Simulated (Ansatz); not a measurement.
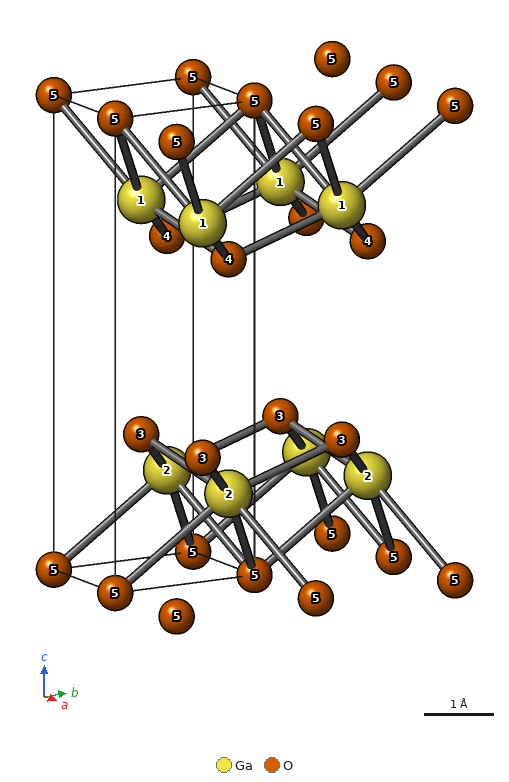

Fig. 1: The starting structure (ball-and-stick view of the cell of the calculation, repeated 2 × 2 × 1, seen slightly off an axis; atoms are numbered from 1 in the order of the input). Near neighbours in the crystal (not all of them lie inside the picture): Ga has 6 O at 1.88 to 2.22 Å; O has 3 Ga at 1.88 Å; O has 6 Ga at 2.22 Å.

Geometry relaxation, with input and output: Ga$_{2}$O$_{3}$ (part 1 of 2)

Ga$_{2}$O$_{3}$ (P-3m1, 5 atoms in the cell), computed with DFT, r2SCAN+rVV10, plane waves, PAW, no spin polarisation (Ansatz 0.2.0).

The structure was built on a prototype by a generator. The geometry comes from this level: PBEsol. Figures and captions count atoms from 1; the log counts them from 0 in places.

The input:
```yaml
crystal:
  lattice:
    - [2.9934451027, 0.0, 0.0]
    - [-1.4967225514, 2.5923995038, 0.0]
    - [0.0, 0.0, 6.9579395687]
  atoms:
    - { symbol: Ga, position: [0.6666666667, 0.3333333333, 0.7995331009] }
    - { symbol: Ga, position: [0.3333333333, 0.6666666667, 0.2004668991] }
    - { symbol: O, position: [0.6666666667, 0.3333333333, 0.3054905292] }
    - { symbol: O, position: [0.3333333333, 0.6666666667, 0.6945094708] }
    - { symbol: O, position: [0.0, 0.0, 0.0] }
kpoints:
  mp_grid: { grid: [12, 12, 4] }
hamiltonian:
  xc: r2scan
  dispersion: rvv10
scf:
  occupations: { method: fermi_dirac, width: 0.03 }
relax:
  f_tol: 0.01
  cell: {}
  max_steps: 120
output:
  write_density: true
  write_potential: true
  elf: true
  volumetric_format: npy
```

Launch command:
```bash
ansatz run input.yaml --threads 2 --pin off --max-ram 2211MiB --backend cpu --events-out ev --progress --plain --runs-dir out
```

The program's output:
```
Engine: ansatz 0.2.0, aarch64-unknown-linux-gnu
Pseudopotentials: kind: paw
Pseudopotential: Ga, paw, valence charge 13, recommended cutoff 500 eV (meta_gga), Ga.paw.azcp
Pseudopotential: O, paw, valence charge 6, recommended cutoff 500 eV (meta_gga), O.paw.azcp
Functional definition: r2SCAN+rVV10
  parameter k0 = 0.174
  parameter k1 = 0.065
  parameter a1 = 4.9479
  exchange = r2scan_x(k0 = k0, k1 = k1, a1 = a1)
  correlation = r2scan_c + rvv10(11.95, 0.0093)
Crystal: 5 atoms, lattice volume = 53.995 Å³
Basis set: ecut = 500 eV, 1393 PW (Γ), exchange–correlation on 100×100×240 points (64 copies of the dense FFT grid, shifted against one another)
Bands: 27, of which v1, the nominal top of the filled ones, is band 22 counted from 1 (21 counted from 0)
Symmetry: 12 space group operations
Space group: P-3m1 (ITA 164), of the structure as read, at distance tolerance 3.8e-5 Å
k-points: 69 of 576
Non-local potential: Ga, projectors of the file, l = 0: 2, l = 1: 2, l = 2: 3, l = 3: 1
Non-local potential: O, projectors of the file, l = 0: 2, l = 1: 2, l = 2: 1
PAW form: soft (Blöchl's): semilocal exchange-correlation on the pseudo side does not see the compensation charge
rVV10 density: all electrons in the spheres
PAW frozen core: Ga, regenerated for the run's functional (the file was generated under x = pbe(κ = 0.804, μ = 0.2195149727645171), c = pbe(β = 0.06672455060314922))
PAW frozen core: O, regenerated for the run's functional (the file was generated under x = pbe(κ = 0.804, μ = 0.2195149727645171), c = pbe(β = 0.06672455060314922))
PAW one-centre angular grid: Ga, 590 points (default); XC on 160 Gauss nodes
PAW one-centre angular grid: O, 302 points (default); XC on 160 Gauss nodes
Initial density: superposition of atomic densities (neutral atoms: chi_scale 0, normalization atom), corrected by the library's trained network
Initial wavefunctions: pseudopotential atomic-orbital guess
Functional: x = r2scan, c = r2scan + rvv10(b = 11.95, C = 0.0093); τ floored in thin density (d = 2e-4 eV/Å³)
SCF iter   1: F=—  HF=-9284.858543 eV  |F-HF|=—  |Δ(HF+E_count)|=         —  Δρ=1.40e-2  dr2=8.99e-2  dr2_τ=1.85e-1  ethr=1.77e-3  ⟨swp⟩=6.0  Hψ=7739  notcnv=0
preconditioner: auto → Resta (q_TF=auto, 2.637 Å⁻¹)  ε∞=4.2  [insulator: Δε(μ)=3.130 eV  Ē_g=18.853 eV  σ=0.030 eV  W_gap=1.00  n_scr=22 (ndim 8)  ℏωp=33.5 eV  f_vac=0.106  D(μ)=0.00/eV (n_scr^D=0)  ε∞_Penn≈4.2]
SCF iter   2: F=—  HF=-9284.942788 eV  |F-HF|=—  |Δ(HF+E_count)|=   8.42e-2  Δρ=7.14e-3  dr2=2.77e-2  dr2_τ=9.29e-4  ethr=2.04e-4  ⟨swp⟩=2.6  Hψ=4229  notcnv=0  defer=69
SCF iter   3: F=—  HF=-9284.939097 eV  |F-HF|=—  |Δ(HF+E_count)|=   3.69e-3  Δρ=3.49e-3  dr2=4.39e-3  dr2_τ=4.85e-4  ethr=6.29e-5  ⟨swp⟩=2.7  Hψ=3474  notcnv=0  defer=69
SCF iter   4: F=—  HF=-9284.937930 eV  |F-HF|=—  |Δ(HF+E_count)|=   1.17e-3  Δρ=6.73e-4  dr2=2.18e-4  dr2_τ=4.25e-5  ethr=9.98e-6  ⟨swp⟩=2.0  Hψ=3381  notcnv=0  defer=69
SCF iter   5: F=—  HF=-9284.937973 eV  |F-HF|=—  |Δ(HF+E_count)|=   4.28e-5  Δρ=2.88e-4  dr2=3.60e-5  dr2_τ=1.90e-6  ethr=4.96e-7  ⟨swp⟩=2.4  Hψ=2741  notcnv=0  defer=69
SCF iter   6: F=—  HF=-9284.937980 eV  |F-HF|=—  |Δ(HF+E_count)|=   7.60e-6  Δρ=7.15e-5  dr2=2.39e-6  dr2_τ=2.53e-7  ethr=8.17e-8  ⟨swp⟩=2.0  Hψ=2912  notcnv=0  defer=69
SCF iter   7: F=—  HF=-9284.937980 eV  |F-HF|=—  |Δ(HF+E_count)|=   9.04e-8  Δρ=3.70e-5  dr2=6.24e-7  dr2_τ=7.18e-8  ethr=5.43e-9  ⟨swp⟩=2.0  Hψ=3159  notcnv=0  defer=69
SCF iter   8: F=-9284.937980 eV  HF=-9284.937980 eV  |F-HF|=7.99e-9  |Δ(HF+E_count)|=   1.52e-8  Δρ=9.82e-6  dr2=5.10e-8  dr2_τ=2.83e-9  ethr=2.27e-10  ⟨swp⟩=7.0  Hψ=13280  notcnv=0
SCF 1 converged in 8 iterations: F = -9284.937980 eV  dr2 = 5.10e-8
  greatest PAW one-centre occupation: 0.996 electrons in one spin orbital (limit 2), on the Ga atom at site 1 (counted from 0), in its partial waves of l = 2
relax step   1: F+E_penalty+E_count = -9284.93798038 eV  Δ(F+E_penalty+E_count) = +0.000e0 eV  max|allowed force component| = 2.134e-1 eV/Å  Δτ_max = 0.0000 Å  P = -2.876 GPa  Ω = 53.995 Å³  (8 SCF iters, dr2 threshold 1.00e-7 eV, accepted)
Crystal: 5 atoms, lattice volume = 51.232 Å³
Basis set: ecut = 500 eV, 1321 PW (Γ), exchange–correlation on 100×100×240 points (64 copies of the dense FFT grid, shifted against one another)
rVV10 density: all electrons in the spheres
Initial density: handed on by an earlier stage of this run
Initial wavefunctions: those handed on with the density
iter 1 solved again at ethr=2.70e-4 eV; its pass at ethr=3.10e-3 eV (dr2=1.19e-1 eV) is discarded
SCF iter   1: F=—  HF=-9285.079172 eV  |F-HF|=—  |Δ(HF+E_count)|=         —  Δρ=2.67e-2  dr2=1.20e-1  dr2_τ=8.79e-1  ethr=2.70e-4  ⟨swp⟩=1.8  Hψ=10702  notcnv=0
preconditioner: auto → Resta (q_TF=auto, 2.660 Å⁻¹)  ε∞=4.3  [insulator: Δε(μ)=2.829 eV  Ē_g=18.994 eV  σ=0.030 eV  W_gap=1.00  n_scr=22 (ndim 8)  ℏωp=34.4 eV  f_vac=0.039  D(μ)=0.00/eV (n_scr^D=0)  ε∞_Penn≈4.3]
SCF iter   2: F=—  HF=-9284.956589 eV  |F-HF|=—  |Δ(HF+E_count)|=   1.23e-1  Δρ=1.32e-2  dr2=2.63e-2  dr2_τ=1.47e-3  ethr=2.70e-4  ⟨swp⟩=3.2  Hψ=4052  notcnv=0
SCF iter   3: F=—  HF=-9284.959631 eV  |F-HF|=—  |Δ(HF+E_count)|=   3.04e-3  Δρ=2.80e-3  dr2=2.37e-3  dr2_τ=4.44e-4  ethr=5.97e-5  ⟨swp⟩=3.1  Hψ=3958  notcnv=0  defer=1
SCF iter   4: F=—  HF=-9284.959774 eV  |F-HF|=—  |Δ(HF+E_count)|=   1.43e-4  Δρ=9.11e-4  dr2=2.64e-4  dr2_τ=3.12e-5  ethr=5.38e-6  ⟨swp⟩=2.1  Hψ=3604  notcnv=0  defer=4
SCF iter   5: F=—  HF=-9284.960002 eV  |F-HF|=—  |Δ(HF+E_count)|=   2.28e-4  Δρ=3.25e-4  dr2=5.68e-5  dr2_τ=4.18e-6  ethr=6.00e-7  ⟨swp⟩=2.0  Hψ=3310  notcnv=0  defer=4
SCF iter   6: F=—  HF=-9284.960012 eV  |F-HF|=—  |Δ(HF+E_count)|=   9.87e-6  Δρ=1.65e-4  dr2=1.06e-5  dr2_τ=1.42e-6  ethr=1.29e-7  ⟨swp⟩=2.0  Hψ=2947  notcnv=0  defer=4
SCF iter   7: F=—  HF=-9284.960010 eV  |F-HF|=—  |Δ(HF+E_count)|=   1.10e-6  Δρ=4.85e-5  dr2=1.31e-6  dr2_τ=7.29e-8  ethr=2.42e-8  ⟨swp⟩=2.0  Hψ=3010  notcnv=0  defer=4
SCF iter   8: F=-9284.960011 eV  HF=-9284.960011 eV  |F-HF|=2.33e-7  |Δ(HF+E_count)|=   4.40e-7  Δρ=2.34e-5  dr2=1.87e-7  dr2_τ=1.64e-8  ethr=1.14e-9  ⟨swp⟩=9.9  Hψ=16971  notcnv=0
SCF 2 converged in 8 iterations: F = -9284.960011 eV  dr2 = 1.87e-7
relax step   2: F+E_penalty+E_count = -9284.96001064 eV  Δ(F+E_penalty+E_count) = -2.203e-2 eV  max|allowed force component| = 2.400e-1 eV/Å  Δτ_max = 0.1003 Å  P = -0.603 GPa  Ω = 51.232 Å³  energy of the carried Pulay correction = +2.157e-3 eV  (8 SCF iters, dr2 threshold 5.00e-7 eV, accepted)
Crystal: 5 atoms, lattice volume = 51.533 Å³
rVV10 density: all electrons in the spheres
iter 1 solved again at ethr=1.56e-5 eV; its pass at ethr=3.10e-3 eV (dr2=6.87e-3 eV) is discarded
SCF iter   1: F=—  HF=-9284.944415 eV  |F-HF|=—  |Δ(HF+E_count)|=         —  Δρ=6.49e-3  dr2=6.92e-3  dr2_τ=8.55e-2  ethr=1.56e-5  ⟨swp⟩=2.0  Hψ=9574  notcnv=0
preconditioner: auto → Resta (q_TF=auto, 2.657 Å⁻¹)  ε∞=4.3  [insulator: Δε(μ)=2.987 eV  Ē_g=18.904 eV  σ=0.030 eV  W_gap=1.00  n_scr=22 (ndim 8)  ℏωp=34.3 eV  f_vac=0.057  D(μ)=0.00/eV (n_scr^D=0)  ε∞_Penn≈4.3]
SCF iter   2: F=—  HF=-9284.963375 eV  |F-HF|=—  |Δ(HF+E_count)|=   1.90e-2  Δρ=3.08e-3  dr2=1.49e-3  dr2_τ=1.04e-4  ethr=1.56e-5  ⟨swp⟩=2.8  Hψ=3824  notcnv=0
SCF iter   3: F=—  HF=-9284.963587 eV  |F-HF|=—  |Δ(HF+E_count)|=   2.13e-4  Δρ=7.88e-4  dr2=1.77e-4  dr2_τ=4.22e-5  ethr=3.39e-6  ⟨swp⟩=2.1  Hψ=3527  notcnv=0
SCF iter   4: F=—  HF=-9284.963618 eV  |F-HF|=—  |Δ(HF+E_count)|=   3.08e-5  Δρ=2.55e-4  dr2=1.86e-5  dr2_τ=3.00e-6  ethr=4.02e-7  ⟨swp⟩=2.9  Hψ=3375  notcnv=0
SCF iter   5: F=—  HF=-9284.963632 eV  |F-HF|=—  |Δ(HF+E_count)|=   1.38e-5  Δρ=8.66e-5  dr2=3.36e-6  dr2_τ=3.50e-7  ethr=4.23e-8  ⟨swp⟩=2.0  Hψ=3255  notcnv=0
SCF iter   6: F=-9284.963632 eV  HF=-9284.963632 eV  |F-HF|=1.42e-7  |Δ(HF+E_count)|=   1.03e-7  Δρ=3.00e-5  dr2=3.83e-7  dr2_τ=4.83e-8  ethr=1.14e-9  ⟨swp⟩=7.3  Hψ=14694  notcnv=0
SCF 3 converged in 6 iterations: F = -9284.963632 eV  dr2 = 3.83e-7
relax step   3: F+E_penalty+E_count = -9284.96363192 eV  Δ(F+E_penalty+E_count) = -3.621e-3 eV  max|allowed force component| = 8.023e-2 eV/Å  Δτ_max = 0.0329 Å  P = +0.116 GPa  Ω = 51.533 Å³  energy of the carried Pulay correction = +1.916e-3 eV  (6 SCF iters, dr2 threshold 5.00e-7 eV, accepted)
Crystal: 5 atoms, lattice volume = 51.449 Å³
rVV10 density: all electrons in the spheres
iter 1 solved again at ethr=2.21e-6 eV; its pass at ethr=3.10e-3 eV (dr2=9.72e-4 eV) is discarded
SCF iter   1: F=—  HF=-9284.963743 eV  |F-HF|=—  |Δ(HF+E_count)|=         —  Δρ=2.41e-3  dr2=9.58e-4  dr2_τ=5.23e-3  ethr=2.21e-6  ⟨swp⟩=2.7  Hψ=9511  notcnv=0
preconditioner: auto → Resta (q_TF=auto, 2.658 Å⁻¹)  ε∞=4.3  [insulator: Δε(μ)=2.975 eV  Ē_g=18.933 eV  σ=0.030 eV  W_gap=1.00  n_scr=22 (ndim 8)  ℏωp=34.3 eV  f_vac=0.051  D(μ)=0.00/eV (n_scr^D=0)  ε∞_Penn≈4.3]
SCF iter   2: F=—  HF=-9284.964229 eV  |F-HF|=—  |Δ(HF+E_count)|=   4.86e-4  Δρ=1.20e-3  dr2=2.20e-4  dr2_τ=9.93e-6  ethr=2.18e-6  ⟨swp⟩=2.0  Hψ=3702  notcnv=0
SCF iter   3: F=—  HF=-9284.964243 eV  |F-HF|=—  |Δ(HF+E_count)|=   1.43e-5  Δρ=2.74e-4  dr2=3.43e-5  dr2_τ=5.92e-6  ethr=5.00e-7  ⟨swp⟩=2.0  Hψ=3507  notcnv=0
SCF iter   4: F=—  HF=-9284.964241 eV  |F-HF|=—  |Δ(HF+E_count)|=   1.55e-6  Δρ=8.63e-5  dr2=2.57e-6  dr2_τ=3.70e-7  ethr=7.79e-8  ⟨swp⟩=2.0  Hψ=2872  notcnv=0
SCF iter   5: F=-9284.964244 eV  HF=-9284.964244 eV  |F-HF|=7.81e-8  |Δ(HF+E_count)|=   2.30e-6  Δρ=3.00e-5  dr2=4.31e-7  dr2_τ=2.05e-8  ethr=1.14e-9  ⟨swp⟩=9.7  Hψ=14605  notcnv=0
SCF 4 converged in 5 iterations: F = -9284.964244 eV  dr2 = 4.31e-7
  Residual-converged pass: ⟨swp⟩=1.0  Hψ=2141  notcnv=0  max |occ|·‖R‖ = 7.1e-9 eV (tolerance 1.0e-8 eV)  dr2=4.31e-7  dr2_τ=2.05e-8  dr2_onsite=4.66e-8  max |Δocc| = 0.0e0
relax step   4: F+E_penalty+E_count = -9284.96424366 eV  Δ(F+E_penalty+E_count) = -6.117e-4 eV  max|allowed force component| = 2.196e-2 eV/Å  Δτ_max = 0.0078 Å  P = -0.005 GPa  Ω = 51.449 Å³  energy of the carried Pulay correction = +1.983e-3 eV  (5 SCF iters, dr2 threshold 5.00e-7 eV, accepted)
Crystal: 5 atoms, lattice volume = 51.447 Å³
rVV10 density: all electrons in the spheres
iter 1 solved again at ethr=4.80e-8 eV; its pass at ethr=3.10e-3 eV (dr2=2.11e-5 eV) is discarded
SCF iter   1: F=—  HF=-9284.964257 eV  |F-HF|=—  |Δ(HF+E_count)|=         —  Δρ=3.46e-4  dr2=2.07e-5  dr2_τ=1.86e-5  ethr=4.80e-8  ⟨swp⟩=1.8  Hψ=7866  notcnv=0
preconditioner: auto → Resta (q_TF=auto, 2.658 Å⁻¹)  ε∞=4.3  [insulator: Δε(μ)=2.976 eV  Ē_g=18.927 eV  σ=0.030 eV  W_gap=1.00  n_scr=22 (ndim 8)  ℏωp=34.3 eV  f_vac=0.052  D(μ)=0.00/eV (n_scr^D=0)  ε∞_Penn≈4.3]
SCF iter   2: F=—  HF=-9284.964267 eV  |F-HF|=—  |Δ(HF+E_count)|=   9.26e-6  Δρ=1.76e-4  dr2=5.25e-6  dr2_τ=1.94e-7  ethr=4.70e-8  ⟨swp⟩=2.9  Hψ=3531  notcnv=0
SCF iter   3: F=—  HF=-9284.964267 eV  |F-HF|=—  |Δ(HF+E_count)|=   2.57e-7  Δρ=4.49e-5  dr2=1.10e-6  dr2_τ=1.53e-7  ethr=1.19e-8  ⟨swp⟩=2.0  Hψ=3231  notcnv=0
SCF iter   4: F=—  HF=-9284.964267 eV  |F-HF|=—  |Δ(HF+E_count)|=   1.14e-7  Δρ=1.50e-5  dr2=1.10e-7  dr2_τ=1.10e-8  ethr=2.50e-9  ⟨swp⟩=2.0  Hψ=2978  notcnv=0
SCF iter   5: F=-9284.964267 eV  HF=-9284.964267 eV  |F-HF|=7.84e-9  |Δ(HF+E_count)|=   3.54e-8  Δρ=6.26e-6  dr2=1.92e-8  dr2_τ=1.65e-9  ethr=6.85e-11  ⟨swp⟩=8.1  Hψ=12570  notcnv=0
SCF 5 converged in 5 iterations: F = -9284.964267 eV  dr2 = 1.92e-8
relax step   5: F+E_penalty+E_count = -9284.96426674 eV  Δ(F+E_penalty+E_count) = -2.307e-5 eV  max|allowed force component| = 3.190e-3 eV/Å  Δτ_max = 0.0010 Å  P = -0.005 GPa  Ω = 51.447 Å³  energy of the carried Pulay correction = +1.985e-3 eV  (5 SCF iters, dr2 threshold 3.01e-8 eV, accepted)
rVV10 density: all electrons in the spheres
Initial wavefunctions: pseudopotential atomic-orbital guess (no wavefunctions were taken with the density)
iter 1 solved again at ethr=3.87e-8 eV; its pass at ethr=3.10e-3 eV (dr2=1.70e-5 eV) is discarded
SCF iter   1: F=—  HF=-9284.962287 eV  |F-HF|=—  |Δ(HF+E_count)|=         —  Δρ=2.06e-4  dr2=2.54e-6  dr2_τ=8.54e-6  ethr=3.87e-8  ⟨swp⟩=3.9  Hψ=13201  notcnv=0
SCF iter   2: F=—  HF=-9284.962302 eV  |F-HF|=—  |Δ(HF+E_count)|=   1.52e-5  Δρ=1.13e-4  dr2=1.04e-6  dr2_τ=1.05e-6  ethr=5.77e-9  ⟨swp⟩=2.0  Hψ=3197  notcnv=0
SCF iter   3: F=—  HF=-9284.962304 eV  |F-HF|=—  |Δ(HF+E_count)|=   2.03e-6  Δρ=1.83e-5  dr2=3.48e-8  dr2_τ=3.04e-8  ethr=2.35e-9  ⟨swp⟩=2.6  Hψ=3697  notcnv=0
SCF iter   4: F=—  HF=-9284.962304 eV  |F-HF|=—  |Δ(HF+E_count)|=   2.66e-9  Δρ=3.88e-6  dr2=4.63e-9  dr2_τ=1.01e-9  ethr=7.91e-11  ⟨swp⟩=2.0  Hψ=3381  notcnv=0
SCF iter   5: F=—  HF=-9284.962304 eV  |F-HF|=—  |Δ(HF+E_count)|=   1.52e-9  Δρ=1.20e-6  dr2=4.22e-10  dr2_τ=7.52e-11  ethr=1.05e-11  ⟨swp⟩=2.0  Hψ=3056  notcnv=0
SCF iter   6: F=-9284.962304 eV  HF=-9284.962304 eV  |F-HF|=1.46e-11  |Δ(HF+E_count)|=  8.29e-10  Δρ=4.40e-7  dr2=3.69e-11  dr2_τ=7.69e-12  ethr=1.00e-12  ⟨swp⟩=7.1  Hψ=10449  notcnv=0
SCF 6 converged in 6 iterations: F = -9284.962304 eV  dr2 = 3.69e-11
relax step   6: F+E_penalty+E_count = -9284.96230439 eV  Δ(F+E_penalty+E_count) = +1.962e-3 eV  max|allowed force component| = 3.176e-3 eV/Å  Δτ_max = 0.0000 Å  P = +0.005 GPa  Ω = 51.447 Å³  stress off target by 1.09e-2 GPa  SCF on the basis re-selected at this cell (its energy is not comparable with the rows above)  (6 SCF iters)
```

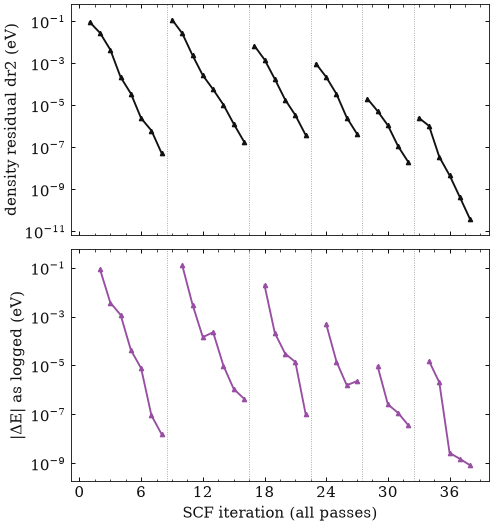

Fig. 2: Convergence of the self-consistent field: density residual dr2 and size of the energy change against the SCF iteration. The dotted lines part the SCF passes of the relaxation: geometry steps, rejected trials and re-solves on a re-selected basis. The 6 passes take 5 to 8 iterations each, 38 in all.

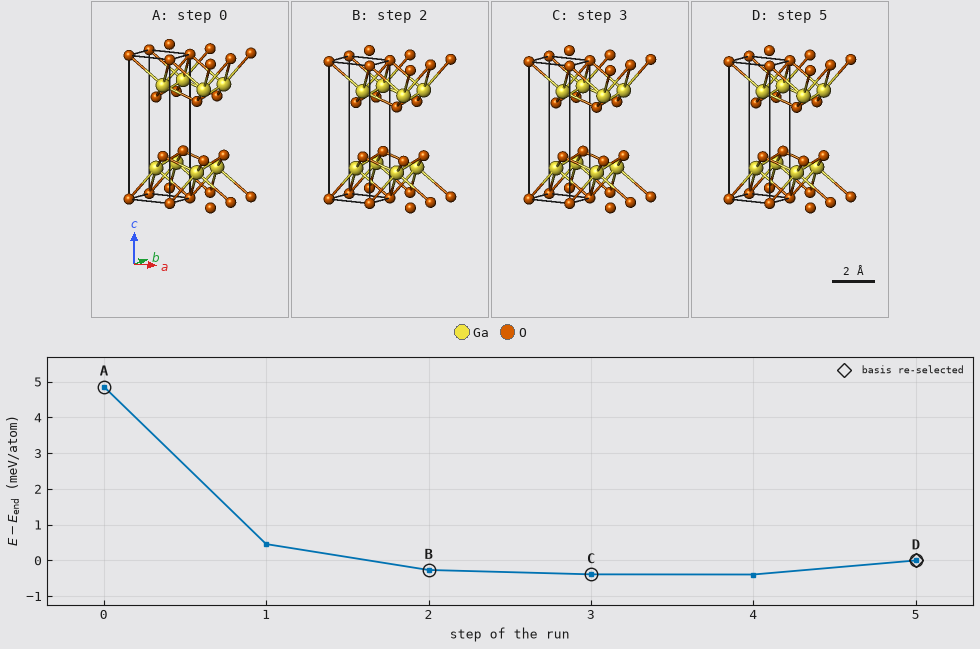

Fig. 3: Frames of the relaxation (ball-and-stick view of the cell of the calculation, repeated 2 × 2 × 1, seen at an oblique angle) above the curves, on which the letters mark them (the first geometry is step 0 here and step 1 in the log).
